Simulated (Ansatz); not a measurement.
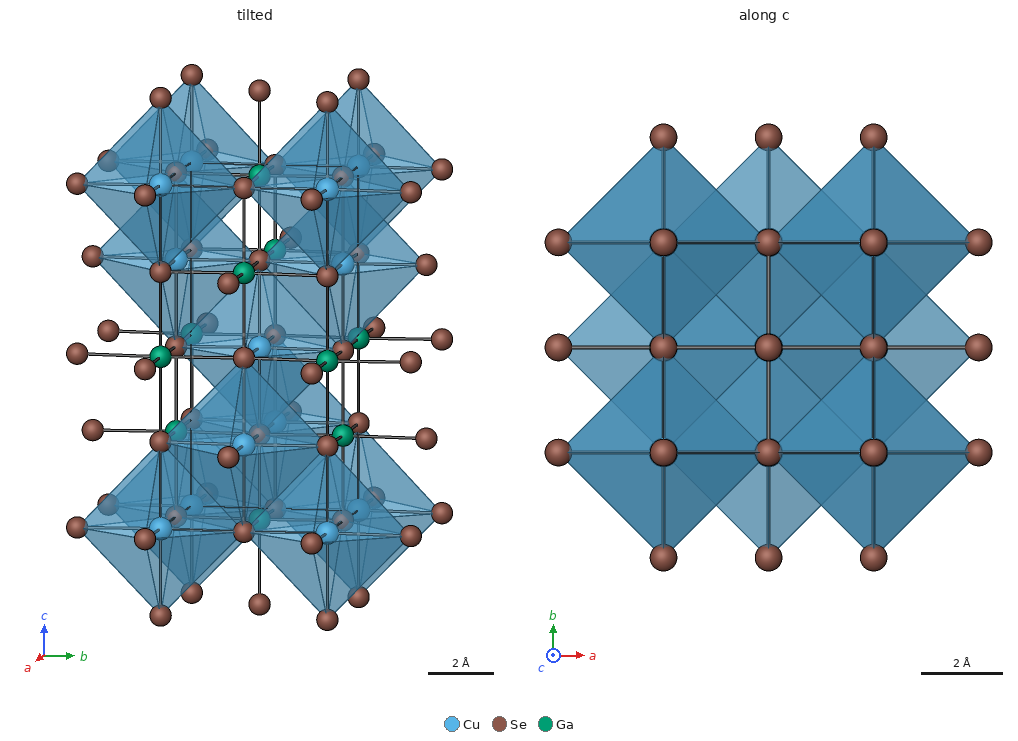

A polyhedral rendering, viewed slightly off an axis and along the c axis. Lines trace the edges of the conventional unit cell. Some neighbours outside the box are added.

GaCuSe2, space group I4_1/amd (No. 141), a = 5.229 Å, b = 5.229 Å, c = 10.695 Å, α = 90.00°, β = 90.00°, γ = 90.00°. Its origin is a structure type filled with these elements by a generator (whether the compound takes this form wasn't checked). Earlier steps of the study may have refined or changed the cell and positions. It was run through Ansatz as a DFT input.

This one geometry was computed with Ansatz (DFT, plane waves, PAW) at three levels of theory: PBE with spin-orbit coupling, PBE and r2SCAN. It was relaxed beforehand with r2SCAN.

> Which level gives the highest pressure at this volume, and what does that say about its equilibrium volume?

Highest: PBE with spin-orbit coupling (2.3 GPa) and PBE (2.3 GPa), which points to the largest equilibrium volume. Lowest, with the smallest volume: r2SCAN (0.0 GPa). Levels within 0.5 GPa of each other can't be told apart.

> How does the band gap change with the level of theory?

All levels give a metal.

> Collect the results in a table.

| level | cutoff (eV) | k-mesh of the run's cell | gap (eV) | pressure (GPa) |
| --- | --- | --- | --- | --- |
| PBE with spin-orbit coupling | 420 | 8×8×8 | metal | 2.3 |
| PBE | 420 | 8×8×8 | metal | 2.3 |
| r2SCAN | 500 | 8×8×8 | metal | 0.0 |

Gaps are taken on the k-mesh or band path of each run.
